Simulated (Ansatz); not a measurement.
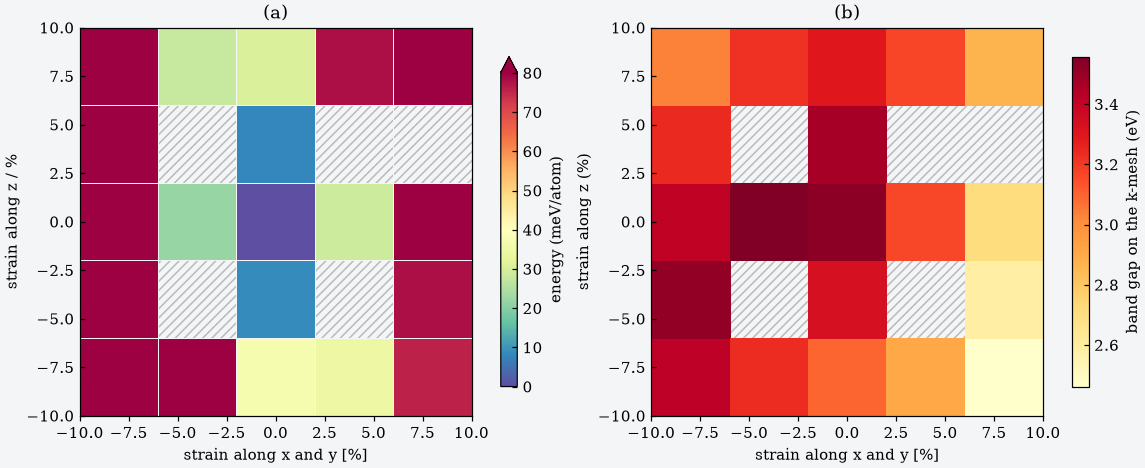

MgI2 (P-3m1, No. 164; 3 atoms in the cell). 
- The cell is strained homogeneously, by one strain along x and y and another along z, with fractional coordinates fixed (x along [1 0 0], z along [0 0 1] of the conventional cell).
- Coordinates scanned: (1) strain along x and y; (2) strain along z.
- Grid: 5 × 5 points. At 5 points there is no value.
- Points are written as (first, second).
- Energies: meV/atom, counted from the lowest grid point.
- The reference cell is the one listed in the database, not relaxed at this level.
- Method: DFT PBE+D3(BJ), scalar-relativistic, plane waves, PAW in Ansatz 0.2.0. Settings: cutoff 420 eV, k-mesh 6×6×4 in the order of the run's cell vectors, gaussian smearing 0.05 eV, no spin polarisation.

Panel (a) is the energy and panel (b) the computed band gap on the k-mesh on the same grid.

In the figure: one coloured cell a grid point, one colour for all values above the top of the scale, hatched blanks where no value was computed.

How does the band gap on the k-mesh vary over the map, and what is it at the lowest grid point?

Answer. It runs from 2.46 eV at (8 %, −8 %) to 3.56 eV at (−4 %, 0 %). At the lowest grid point, (0 %, 0 %), it is 3.53 eV.
